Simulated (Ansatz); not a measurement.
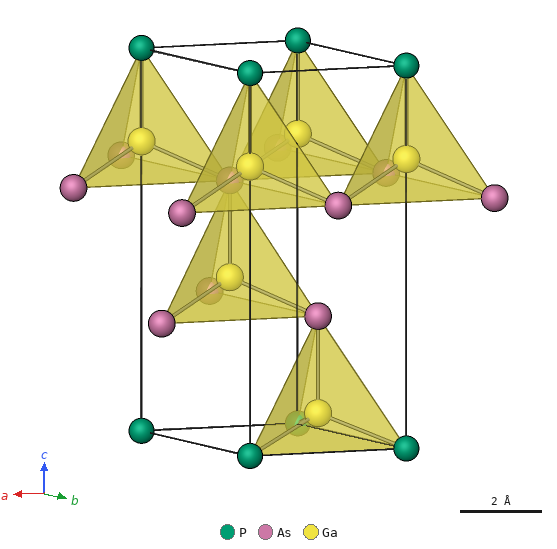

Drawn in the polyhedral manner and seen from a general direction. The conventional unit cell is outlined; an atom on or near a face, edge or corner is repeated at each equivalent position. Some atoms of the next cells are drawn as well.

Ga3As2P, space group P3m1 (No. 156), a = 3.96 Å, b = 3.96 Å, c = 9.68 Å, α = 90.00°, β = 90.00°, γ = 120.00°.

Computational set-up: difference of finished runs, DFT, PBE0, plane waves, PAW in Ansatz 0.2.0, an energy cutoff of 420 eV.

Question: What is the band gap, if any?

Answer: A semiconductor at this level, with a gap of 2.31 eV.

Its origin is a structure type filled with these elements by a generator (whether the compound takes this form wasn't checked). Earlier steps of the study, as a rule a relaxation of our own, may have changed the cell and positions, so they can lie some per cent off the listed ones. A calculation with Ansatz used it as input.
